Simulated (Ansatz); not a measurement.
Input

```
crystal:
  lattice:
    - [-1.59075, 1.59075, -2.91565]
    - [-3.1815, 0.0, 0.0]
    - [0.0, 10.4223455159, 6.3102438905]
  atoms:
    - { symbol: Sn, position: [-0.0118547178, 0.0059273589, 0.8031105263] }
    - { symbol: Sn, position: [0.4983064689, 0.7508467656, 0.1147300752] }
    - { symbol: Sn, position: [-0.0050805934, 0.5025402967, 0.3441902256] }
    - { symbol: Sn, position: [0.4915323444, 0.2542338278, 0.5736503759] }
basis:
  ecutwfc: 420
kpoints:
  mp_grid: { grid: [14, 16, 5] }
hamiltonian:
  xc: pbesol
scf:
  occupations: { method: gaussian, width: 0.15 }
output:
  forces: true
  stress: true
  eigenvalues: true
  write_density: true
  write_potential: true
  elf: true
  volumetric_format: npy
```

Run with:

```sh
ansatz run input.yaml --threads 2 --pin off --max-ram 5120MiB --backend cpu --events-out ev --progress --plain --runs-dir out
```

Below, planes, directions and counts refer to the conventional cell (a = 6.64 Å, b = 3.18 Å, c = 12.18 Å, α = 90.00°, β = 92.58°, γ = 90.00°).

Space group C2/m; computed pressure about −5 GPa in this cell.

Method: DFT PBEsol, scalar-relativistic, plane waves, PAW (Ansatz 0.2.0).

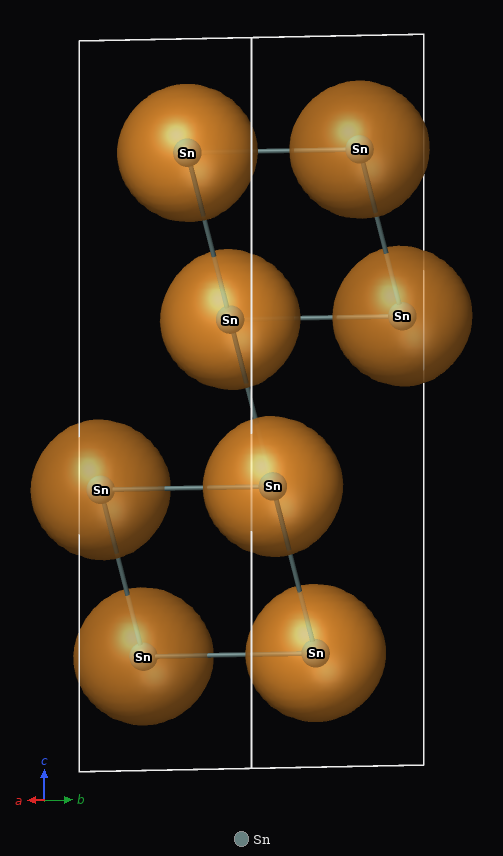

Sn. Isosurface of the valence pseudo-density at 0.3 e/Å³ (orange), seen along [110]. Sticks mark near contacts.

The density is the valence pseudo-density of a PAW calculation; it isn't the true density close to the nuclei.

Question: What does this surface tell about the bonding?

Answer: At this value the density breaks into separate islands; it holds about 80 % of the electrons treated as valence (semicore included). It bridges none of the near contacts. It is pinched off along the sampled Sn–Sn (3.18 Å) contacts. On the grid the lowest density along these lines, outside the cores, is 0.19 e/Å³ (Sn–Sn, 3.18 Å).

Question: Metal or insulator at this level of theory?

Answer: It is gapless in this calculation (a metal or semimetal).
